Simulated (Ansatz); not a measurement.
NiGe3: geometry relaxation

NiGe3 (Pm-3m, 4 atoms in the cell), computed with DFT PBEsol, scalar-relativistic, plane waves, PAW, no spin polarisation (Ansatz 0.2.0).

The structure was built on a prototype by a generator; it need not be a known phase. Figures and captions count atoms from 1; the log counts them from 0 in places.

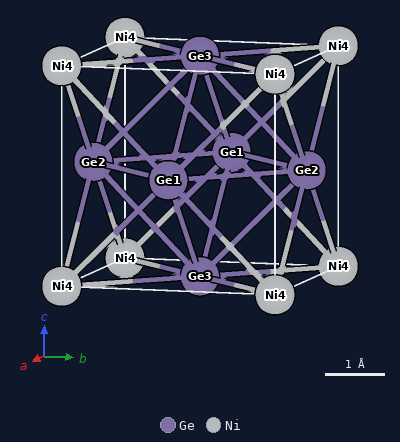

Figure 1. The starting structure (ball-and-stick view of the cell of the calculation, seen slightly off an axis; atoms are numbered from 1 in the order of the input). An atom can appear more than once, as a periodic image.

### The input
```yaml
crystal:
  lattice:
    - [3.824562921, 0.0, 0.0]
    - [0.0, 3.824562921, 0.0]
    - [0.0, 0.0, 3.824562921]
  atoms:
    - { symbol: Ge, position: [0.0, 0.5, 0.5] }
    - { symbol: Ge, position: [0.5, 0.0, 0.5] }
    - { symbol: Ge, position: [0.5, 0.5, 0.0] }
    - { symbol: Ni, position: [0.0, 0.0, 0.0] }
basis:
  ecutwfc: 420
kpoints:
  mp_grid: { grid: [6, 6, 6] }
hamiltonian:
  xc: pbesol
scf:
  occupations: { method: gaussian, width: 0.1 }
output:
  forces: true
  stress: true
  eigenvalues: true
relax:
  adjacent_minimum: "off"
  f_tol: 0.05
  max_steps: 80
  cell: { stress_tol: 0.5 }
```

Hardware: 1 thread of Arm Neoverse V2, 24 GiB of memory available, shared host.

Command:
```bash
ansatz run input.yaml --threads 1 --pin off --max-ram 2560MiB --backend cpu --events-out ev --progress --plain --runs-dir out
```

### What the program printed
```
Engine: ansatz 0.2.0, aarch64-unknown-linux-gnu
Pseudopotentials: kind: paw
Pseudopotential: Ge, paw, valence charge 14, recommended cutoff 420 eV (normal), Ge.paw.azcp
Pseudopotential: Ni, paw, valence charge 18, recommended cutoff 420 eV (normal), Ni.paw.azcp
Functional definition: PBEsol
  exchange = pbesol_x
  correlation = pbesol_c
Crystal: 4 atoms, lattice volume = 55.943 Å³
Basis set: ecut = 420 eV, 1045 PW (Γ), exchange–correlation on 54×54×54 points (8 copies of the dense FFT grid, shifted against one another)
Bands: 36, of which v1, the nominal top of the filled ones, is band 30 counted from 1 (29 counted from 0)
Symmetry: 48 space group operations
Space group: Pm-3m (ITA 221), of the structure as read, at distance tolerance 3.8e-5 Å
k-points: 20 of 216
Non-local potential: Ge, projectors of the file, l = 0: 2, l = 1: 2, l = 2: 3, l = 3: 1
Non-local potential: Ni, projectors of the file, l = 0: 3, l = 1: 2, l = 2: 3, l = 3: 1
PAW form: soft (Blöchl's): semilocal exchange-correlation on the pseudo side does not see the compensation charge
PAW frozen core: Ge, regenerated for the run's functional, and the local potential with it (the file was generated under x = pbe(κ = 0.804, μ = 0.2195149727645171), c = pbe(β = 0.06672455060314922))
PAW frozen core: Ni, regenerated for the run's functional, and the local potential with it (the file was generated under x = pbe(κ = 0.804, μ = 0.2195149727645171), c = pbe(β = 0.06672455060314922))
PAW one-centre angular grid: Ge, 590 points (default); XC on 64 Gauss nodes
PAW one-centre angular grid: Ni, 590 points (default); XC on 64 Gauss nodes
Initial density: superposition of atomic densities (neutral atoms: chi_scale 0, normalization atom), corrected by the library's trained network
Initial wavefunctions: pseudopotential atomic-orbital guess
Functional: x = pbesol(κ = 0.804, μ = 0.12345679012345678), c = pbesol(β = 0.046)
SCF iter   1: F=—  HF=-18564.239648 eV  |F-HF|=—  |Δ(HF+E_count)|=         —  Δρ=2.88e-3  dr2=2.70e-3  ethr=1.77e-3  ⟨swp⟩=5.6  Hψ=2537  notcnv=0  defer=1
preconditioner: auto → Kerker (q_TF=auto, 2.760 Å⁻¹)  [metal: Δε(μ)=0.065 eV  Ē_g=19.870 eV  σ=0.100 eV  W_gap=0.35  n_scr=18 (ndim 8)  ℏωp=35.8 eV  f_vac=0.000  D(μ)=3.41/eV (n_scr^D=32)]
SCF iter   2: F=—  HF=-18564.238126 eV  |F-HF|=—  |Δ(HF+E_count)|=   1.52e-3  Δρ=1.27e-3  dr2=9.41e-4  ethr=4.49e-6  ⟨swp⟩=2.0  Hψ=1484  notcnv=0  defer=1
SCF iter   3: F=—  HF=-18564.237975 eV  |F-HF|=—  |Δ(HF+E_count)|=   1.51e-4  Δρ=7.58e-4  dr2=3.82e-4  ethr=1.57e-6  ⟨swp⟩=1.0  Hψ=695  notcnv=0  defer=1
SCF iter   4: F=—  HF=-18564.237904 eV  |F-HF|=—  |Δ(HF+E_count)|=   7.03e-5  Δρ=3.42e-4  dr2=5.42e-5  ethr=6.37e-7  ⟨swp⟩=2.0  Hψ=917  notcnv=0  defer=1
SCF iter   5: F=—  HF=-18564.237885 eV  |F-HF|=—  |Δ(HF+E_count)|=   1.94e-5  Δρ=6.16e-5  dr2=3.52e-6  ethr=9.04e-8  ⟨swp⟩=1.3  Hψ=705  notcnv=0  defer=1
SCF iter   6: F=—  HF=-18564.237884 eV  |F-HF|=—  |Δ(HF+E_count)|=   7.15e-7  Δρ=1.37e-5  dr2=1.17e-7  ethr=5.86e-9  ⟨swp⟩=2.0  Hψ=915  notcnv=0  defer=1
SCF iter   7: F=-18564.237884 eV  HF=-18564.237884 eV  |F-HF|=1.78e-9  |Δ(HF+E_count)|=   3.65e-8  Δρ=4.15e-6  dr2=7.52e-9  ethr=1.67e-10  ⟨swp⟩=6.8  Hψ=3000  notcnv=0
SCF 1 converged in 7 iterations: F = -18564.237884 eV  dr2 = 7.52e-9
  greatest PAW one-centre occupation: 1.001 electrons in one spin orbital (limit 2), on the Ni atom at site 3 (counted from 0), in its partial waves of l = 1
relax step   1: F+E_penalty+E_count = -18564.23788412 eV  Δ(F+E_penalty+E_count) = +0.000e0 eV  max|allowed force component| = 2.445e-29 eV/Å  Δτ_max = 0.0000 Å  P = +13.740 GPa  Ω = 55.943 Å³  (7 SCF iters, dr2 threshold 1.00e-7 eV, accepted)
Crystal: 4 atoms, lattice volume = 61.903 Å³
Basis set: ecut = 420 eV, 1213 PW (Γ), exchange–correlation on 54×54×54 points (8 copies of the dense FFT grid, shifted against one another)
Initial density: handed on by an earlier stage of this run
Initial wavefunctions: those handed on with the density
iter 1 solved again at ethr=2.79e-4 eV; its pass at ethr=3.10e-3 eV (dr2=1.67e-1 eV) is discarded
SCF iter   1: F=—  HF=-18564.500964 eV  |F-HF|=—  |Δ(HF+E_count)|=         —  Δρ=1.50e-2  dr2=1.62e-1  ethr=2.79e-4  ⟨swp⟩=1.1  Hψ=3363  notcnv=0
preconditioner: auto → Kerker (q_TF=auto, 2.714 Å⁻¹)  [metal: Δε(μ)=0.002 eV  Ē_g=19.477 eV  σ=0.100 eV  W_gap=0.01  n_scr=18 (ndim 8)  ℏωp=34.0 eV  f_vac=0.000  D(μ)=5.41/eV (n_scr^D=80)]
SCF iter   2: F=—  HF=-18564.491991 eV  |F-HF|=—  |Δ(HF+E_count)|=   8.97e-3  Δρ=6.63e-3  dr2=4.08e-2  ethr=2.69e-4  ⟨swp⟩=1.2  Hψ=725  notcnv=0
SCF iter   3: F=—  HF=-18564.487965 eV  |F-HF|=—  |Δ(HF+E_count)|=   4.03e-3  Δρ=1.66e-3  dr2=2.83e-3  ethr=6.80e-5  ⟨swp⟩=1.0  Hψ=720  notcnv=0
SCF iter   4: F=—  HF=-18564.487551 eV  |F-HF|=—  |Δ(HF+E_count)|=   4.14e-4  Δρ=4.09e-4  dr2=5.39e-5  ethr=4.72e-6  ⟨swp⟩=2.0  Hψ=1230  notcnv=0
SCF iter   5: F=—  HF=-18564.487454 eV  |F-HF|=—  |Δ(HF+E_count)|=   9.65e-5  Δρ=1.87e-4  dr2=1.53e-5  ethr=8.99e-8  ⟨swp⟩=2.0  Hψ=1200  notcnv=0
SCF iter   6: F=—  HF=-18564.487454 eV  |F-HF|=—  |Δ(HF+E_count)|=   2.98e-7  Δρ=3.93e-5  dr2=5.28e-7  ethr=2.55e-8  ⟨swp⟩=2.0  Hψ=798  notcnv=0
SCF iter   7: F=-18564.487454 eV  HF=-18564.487454 eV  |F-HF|=3.35e-9  |Δ(HF+E_count)|=   2.09e-7  Δρ=5.62e-6  dr2=1.25e-8  ethr=6.67e-10  ⟨swp⟩=5.3  Hψ=3134  notcnv=0
SCF 2 converged in 7 iterations: F = -18564.487454 eV  dr2 = 1.25e-8
relax step   2: F+E_penalty+E_count = -18564.48745431 eV  Δ(F+E_penalty+E_count) = -2.496e-1 eV  max|allowed force component| = 1.058e-29 eV/Å  Δτ_max = 0.0000 Å  P = +1.097 GPa  Ω = 61.903 Å³  energy of the carried Pulay correction = -1.494e-3 eV  (7 SCF iters, dr2 threshold 4.00e-7 eV, accepted)
Crystal: 4 atoms, lattice volume = 62.480 Å³
iter 1 solved again at ethr=1.92e-6 eV; its pass at ethr=3.10e-3 eV (dr2=1.15e-3 eV) is discarded
SCF iter   1: F=—  HF=-18564.489771 eV  |F-HF|=—  |Δ(HF+E_count)|=         —  Δρ=1.46e-3  dr2=1.49e-3  ethr=1.92e-6  ⟨swp⟩=2.0  Hψ=3255  notcnv=0
preconditioner: auto → Kerker (q_TF=auto, 2.710 Å⁻¹)  [metal: Δε(μ)=0.037 eV  Ē_g=19.379 eV  σ=0.100 eV  W_gap=0.21  n_scr=18 (ndim 8)  ℏωp=33.9 eV  f_vac=0.000  D(μ)=5.23/eV (n_scr^D=80)]
SCF iter   2: F=—  HF=-18564.489686 eV  |F-HF|=—  |Δ(HF+E_count)|=   8.45e-5  Δρ=5.95e-4  dr2=3.38e-4  ethr=1.92e-6  ⟨swp⟩=1.0  Hψ=720  notcnv=0
SCF iter   3: F=—  HF=-18564.489609 eV  |F-HF|=—  |Δ(HF+E_count)|=   7.69e-5  Δρ=1.50e-4  dr2=2.62e-5  ethr=5.63e-7  ⟨swp⟩=1.0  Hψ=720  notcnv=0
SCF iter   4: F=—  HF=-18564.489607 eV  |F-HF|=—  |Δ(HF+E_count)|=   2.19e-6  Δρ=5.41e-5  dr2=1.20e-6  ethr=4.36e-8  ⟨swp⟩=2.0  Hψ=868  notcnv=0
iter 5 did not close the SCF: its close was put off for the readings that it lacked (scf_convergence_deferred on its scf_iter line)
SCF iter   5: F=-18564.489607 eV  HF=-18564.489607 eV  |F-HF|=1.72e-7  |Δ(HF+E_count)|=   5.98e-8  Δρ=1.07e-5  dr2=5.38e-8  ethr=1.99e-9  ⟨swp⟩=2.0  Hψ=1054  notcnv=0
SCF iter   6: F=-18564.489607 eV  HF=-18564.489607 eV  |F-HF|=4.49e-9  |Δ(HF+E_count)|=   7.14e-8  Δρ=6.16e-6  dr2=1.55e-8  ethr=8.96e-11  ⟨swp⟩=2.5  Hψ=2670  notcnv=0
SCF 3 converged in 6 iterations: F = -18564.489607 eV  dr2 = 1.55e-8
relax step   3: F+E_penalty+E_count = -18564.48960708 eV  Δ(F+E_penalty+E_count) = -2.153e-3 eV  max|allowed force component| = 4.733e-30 eV/Å  Δτ_max = 0.0000 Å  P = +0.178 GPa  Ω = 62.480 Å³  energy of the carried Pulay correction = -1.631e-3 eV  (6 SCF iters, dr2 threshold 4.00e-7 eV, accepted)
Initial wavefunctions: pseudopotential atomic-orbital guess (no wavefunctions were taken with the density)
iter 1 solved again at ethr=2.27e-7 eV; its pass at ethr=3.10e-3 eV (dr2=1.36e-4 eV) is discarded
SCF iter   1: F=—  HF=-18564.488331 eV  |F-HF|=—  |Δ(HF+E_count)|=         —  Δρ=3.06e-3  dr2=1.27e-4  ethr=2.27e-7  ⟨swp⟩=3.1  Hψ=4118  notcnv=0
preconditioner: auto → Kerker (q_TF=auto, 2.710 Å⁻¹)  [metal: Δε(μ)=0.042 eV  Ē_g=19.374 eV  σ=0.100 eV  W_gap=0.23  n_scr=18 (ndim 8)  ℏωp=33.9 eV  f_vac=0.000  D(μ)=5.19/eV (n_scr^D=80)]
SCF iter   2: F=—  HF=-18564.490883 eV  |F-HF|=—  |Δ(HF+E_count)|=   2.55e-3  Δρ=1.56e-3  dr2=3.70e-5  ethr=2.12e-7  ⟨swp⟩=1.1  Hψ=724  notcnv=0
SCF iter   3: F=—  HF=-18564.491593 eV  |F-HF|=—  |Δ(HF+E_count)|=   7.09e-4  Δρ=6.28e-5  dr2=8.48e-7  ethr=6.16e-8  ⟨swp⟩=1.0  Hψ=720  notcnv=0
SCF iter   4: F=—  HF=-18564.491592 eV  |F-HF|=—  |Δ(HF+E_count)|=   1.13e-6  Δρ=6.80e-6  dr2=1.31e-8  ethr=1.41e-9  ⟨swp⟩=2.2  Hψ=1251  notcnv=0
SCF iter   5: F=—  HF=-18564.491592 eV  |F-HF|=—  |Δ(HF+E_count)|=   9.41e-9  Δρ=4.82e-6  dr2=8.13e-9  ethr=2.18e-11  ⟨swp⟩=2.0  Hψ=1305  notcnv=0
SCF iter   6: F=-18564.491592 eV  HF=-18564.491592 eV  |F-HF|=4.09e-9  |Δ(HF+E_count)|=   2.73e-9  Δρ=2.81e-6  dr2=3.67e-9  ethr=6.67e-12  ⟨swp⟩=2.9  Hψ=2650  notcnv=0
SCF 4 converged in 6 iterations: F = -18564.491592 eV  dr2 = 3.67e-9
relax step   4: F+E_penalty+E_count = -18564.49159171 eV  Δ(F+E_penalty+E_count) = -1.985e-3 eV  max|allowed force component| = 6.837e-30 eV/Å  Δτ_max = 0.0000 Å  P = +0.233 GPa  Ω = 62.480 Å³  stress off target by 2.33e-1 GPa  SCF on the basis re-selected at this cell (its energy is not comparable with the rows above)  (6 SCF iters)
```

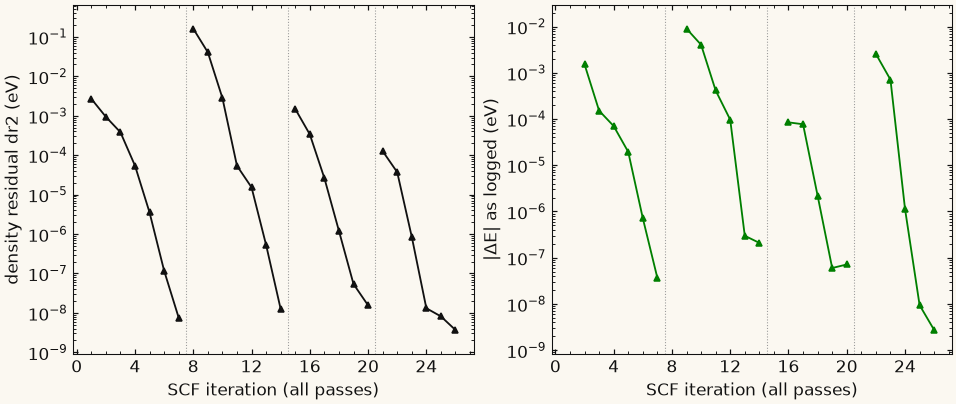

Figure 2. Convergence of the self-consistent field: density residual dr2 and size of the energy change against the SCF iteration. The dotted lines part the SCF passes of the relaxation: geometry steps, rejected trials and re-solves on a re-selected basis. The passes take 7, 7, 6 and 6 iterations.

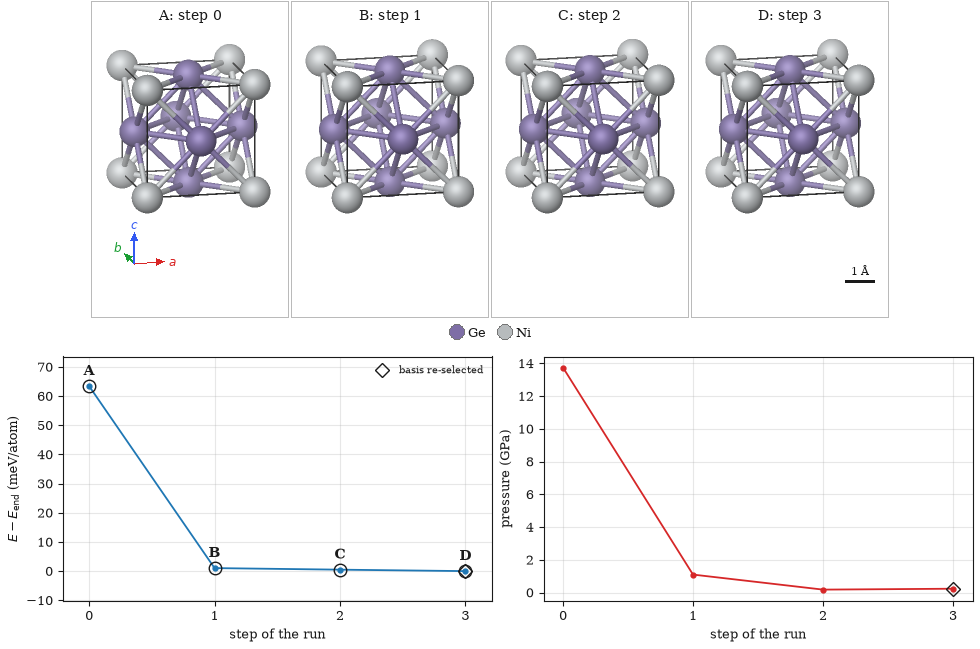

Figure 3. Frames of the relaxation (ball-and-stick view of the cell of the calculation, seen slightly off an axis) above the curves, on which the letters mark them (the first geometry is step 0 here and step 1 in the log).

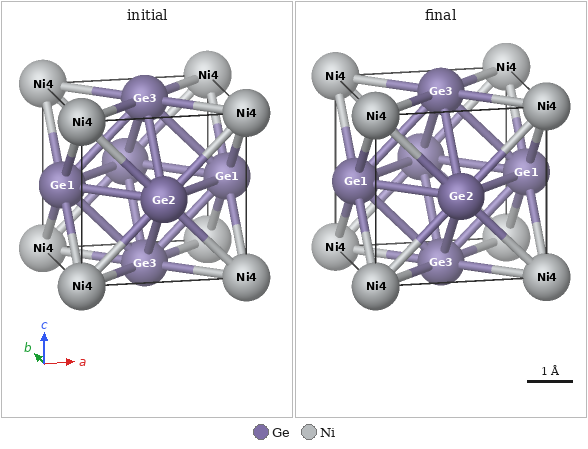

Figure 4. Before (left) and after (right) the relaxation, at one scale (ball-and-stick view of the cell of the calculation, seen slightly off an axis). The atoms keep their places relative to the cell (all moves are under 0.005 Å). The volume changes by +11.7 %, with a = b = c 3.825 → 3.968 Å (+3.8 %). Among the contacts that change: Ge1–Ge2 2.704 → 2.806 Å, Ge1–Ni4 2.704 → 2.806 Å. The space group stays Pm-3m (No. 221). After 2 geometry steps the energy has fallen by 62.9 meV per atom. All forces vanish by symmetry, so only the cell relaxes. The pressure goes from 13.74 to 0.23 GPa. A last SCF at the same geometry on a re-selected plane-wave basis shifts the energy by −0.5 meV per atom. (Atoms are counted from 1 in the order of the input.)

```
basis re-selected at this cell: Δ(F+E_penalty+E_count) = -1.985e-3 eV, ΔP = +0.055 GPa vs the last step (what re-selecting the basis moved, of the pressure what is left beyond the Pulay correction that the steps carried, after the strain that the cell walked since its last selection, with what the two solves' SCF thresholds leave and, on support functions, any second-order correction that the steps lacked; it is no measure of the basis error at this ecutwfc). This SCF's stress stands 2.33e-1 GPa from its target on what of the cell is left free (relax.cell.stress_tol is 5.00e-1 GPa) and its largest allowed force component is 6.84e-30 eV/Å (relax.f_tol is 5.00e-2 eV/Å): within both
SCF converged after 6 iterations
Free energy (F): -18564.491592 eV
Harris-Foulkes:  -18564.491592 eV  (|F-HF|=4.09e-9)
Internal energy: -18564.465614 eV  (E = F + TS)
E sigma→0 (E₀):  -18564.478603 eV
Entropy (-TS):   -0.025978 eV (-6.494 meV/atom)
Fermi energy:    13.386786 eV
--- Per-component energies (eV) ---
  E_band       = -606.376825
  E_kinetic    = 619.656832
  E_local      = -10056.819780  (includes V_loc(G=0)·N_el)
  E_nonlocal   = 1898.597294
  E_hartree    = 4349.289506
  E_xc         = -310.408700
  E_vxc        = -304.486734  (∫ρ·V_xc dr)
  E_paw        = -7531.615875  (= ΣΔE_a)
  E_vpaw       = -1461.899134  (= ΣTr[D̂ρ^β])
  E_aug_tail   = 0.001676  (compensation charges beyond the density's cutoff)
  E_ewald      = -7536.117663
  E_core_change = 2.951098  (= ΣΔE_core)
  E_smearing   = -0.025978  (= −TS)
  E_closure    = -0.000000  (closes the sum)
  Σ components = -18564.491592   (vs F -18564.491592, Δ=0.00e0)
--- Forces (eV/Å), atoms counted from 1 ---
  atom   1  Ge    -0.00000000     0.00000000    -0.00000000
  atom   2  Ge    -0.00000000     0.00000000    -0.00000000
  atom   3  Ge    -0.00000000     0.00000000     0.00000000
  atom   4  Ni     0.00000000    -0.00000000     0.00000000
  max |Σ_I F_I| component: 6.31e-30 eV/Å
--- Stress (GPa, compression-positive) ---
        0.233061       0.000000      -0.000000
        0.000000       0.233061       0.000000
       -0.000000       0.000000       0.233061
  P = ⅓ Tr σ = 0.2331 GPa (2.331 kbar)
--- Band table (eV; the first three rows and the last of 20) ---
  k-point 0: bands = ["-88.9987", "-49.5710", "-49.5710", "-49.5710", "-11.3972", "-11.3972", "-11.3972", "-11.3917", "-11.2956", "-11.2956", "-11.2265", "-11.2265", "-11.2265", "-11.2175", "-11.2175", "-11.1472", "-11.1458", "-11.1458", "-11.1458", "-0.2343", "8.0531", "8.0531", "9.4143", "9.4143", "9.4143", "11.9149", "11.9149", "11.9149", "12.6738", "12.6738", "13.6424", "16.9832", "16.9832", "16.9832", "19.2507", "19.2507"]
  k-point 1: bands = ["-88.9987", "-49.5711", "-49.5710", "-49.5710", "-11.3950", "-11.3817", "-11.3817", "-11.3806", "-11.2940", "-11.2863", "-11.2286", "-11.2272", "-11.2272", "-11.2261", "-11.2172", "-11.1630", "-11.1630", "-11.1550", "-11.1458", "0.0190", "6.2633", "8.2524", "9.5781", "9.5781", "10.6082", "11.9230", "11.9522", "11.9522", "12.3293", "12.8408", "14.8426", "16.3549", "16.3549", "16.4210", "17.8134", "18.7086"]
  k-point 2: bands = ["-88.9987", "-49.5712", "-49.5710", "-49.5710", "-11.3904", "-11.3534", "-11.3389", "-11.3389", "-11.2901", "-11.2627", "-11.2491", "-11.2330", "-11.2322", "-11.2322", "-11.2170", "-11.2054", "-11.2054", "-11.1751", "-11.1458", "0.7530", "4.1379", "8.8038", "9.9335", "9.9335", "11.4284", "11.5886", "11.9394", "12.2213", "12.2213", "13.1249", "14.6569", "14.6569", "15.6916", "15.7839", "17.9806", "19.2063"]
  k-point 19: bands = ["-88.9986", "-49.5712", "-49.5712", "-49.5712", "-11.3437", "-11.3437", "-11.3437", "-11.3142", "-11.3142", "-11.3142", "-11.3085", "-11.2355", "-11.2355", "-11.2355", "-11.2043", "-11.2043", "-11.1543", "-11.1543", "-11.1543", "5.2564", "5.2564", "5.2564", "6.7965", "8.3619", "8.3619", "8.3619", "12.1841", "12.1841", "12.2586", "12.5924", "12.5924", "12.5924", "21.9446", "21.9446", "22.3274", "22.3274"]
--- Relaxed structure (3 steps of the walk, 3 accepted, 1 SCFs on fresh bases) ---
  F+E_penalty+E_count = -18564.49159171 eV   max|allowed force component| = 6.837e-30 eV/Å   (the final SCF, on the basis selected at the relaxed cell)
  cell:  # Å, volume = 62.4804 Å³
    - [3.968088607136431, 3.8643984951832425e-34, 0.0]
    - [3.8643984951832425e-34, 3.968088607136431, 0.0]
    - [0.0, 1.6049416203226965e-35, 3.968088607136431]
  atoms:
    - { symbol: Ge, position: [-3.147303992915913e-36, 0.5, 0.5] }
    - { symbol: Ge, position: [0.5, 1.154011464068972e-35, 0.5] }
    - { symbol: Ge, position: [0.5, 0.5, 8.392810647773722e-36] }
    - { symbol: Ni, position: [-3.6718546584022734e-35, -1.1540114640690238e-35, -8.392810647775154e-36] }
```

### Trajectory as extended XYZ (Å, eV, eV/Å), 4 frames, from step=1 to step=4
```
4
Lattice="3.8246 0.0000 0.0000 0.0000 3.8246 0.0000 0.0000 0.0000 3.8246" Properties=species:S:1:pos:R:3:forces:R:3 step=1 energy=-18564.23788 pressure_GPa=13.74
Ge    0.0000    1.9123    1.9123    0.0000   0.0000   0.0000
Ge    1.9123    0.0000    1.9123    0.0000   0.0000   0.0000
Ge    1.9123    1.9123    0.0000    0.0000   0.0000   0.0000
Ni    0.0000    0.0000    0.0000    0.0000   0.0000   0.0000
4
Lattice="3.9558 0.0000 0.0000 0.0000 3.9558 0.0000 0.0000 0.0000 3.9558" Properties=species:S:1:pos:R:3:forces:R:3 step=2 energy=-18564.48745 pressure_GPa=1.10
Ge    0.0000    1.9779    1.9779    0.0000   0.0000   0.0000
Ge    1.9779    0.0000    1.9779    0.0000   0.0000   0.0000
Ge    1.9779    1.9779    0.0000    0.0000   0.0000   0.0000
Ni    0.0000    0.0000    0.0000    0.0000   0.0000   0.0000
4
Lattice="3.9681 0.0000 0.0000 0.0000 3.9681 0.0000 0.0000 0.0000 3.9681" Properties=species:S:1:pos:R:3:forces:R:3 step=3 energy=-18564.48961 pressure_GPa=0.18
Ge    0.0000    1.9840    1.9840    0.0000   0.0000   0.0000
Ge    1.9840    0.0000    1.9840    0.0000   0.0000   0.0000
Ge    1.9840    1.9840    0.0000    0.0000   0.0000   0.0000
Ni    0.0000    0.0000    0.0000    0.0000   0.0000   0.0000
4
Lattice="3.9681 0.0000 0.0000 0.0000 3.9681 0.0000 0.0000 0.0000 3.9681" Properties=species:S:1:pos:R:3:forces:R:3 step=4 energy=-18564.49159 pressure_GPa=0.23
Ge    0.0000    1.9840    1.9840    0.0000   0.0000   0.0000
Ge    1.9840    0.0000    1.9840    0.0000   0.0000   0.0000
Ge    1.9840    1.9840    0.0000    0.0000   0.0000   0.0000
Ni    0.0000    0.0000    0.0000    0.0000   0.0000   0.0000
```

### Results in brief

```csv
quantity,value
outcome,converged
space group (tolerance 0.01 Å),Pm-3m (221)
electrons treated,60
free energy,−18564.4916 eV
Fermi energy,13.387 eV
gap on the k-point mesh,none (metallic)
pressure,0.23 GPa
final volume,62.48 Å³
largest force (length of the vector) at the end,under 0.001 eV/Å
final cell,"a = 3.968 Å, b = 3.968 Å, c = 3.968 Å, α = 90.00°, β = 90.00°, γ = 90.00°"
wall time,10 s
peak memory,0.35 GiB
```

The run has no spin polarisation, so a magnetic state may lie lower.
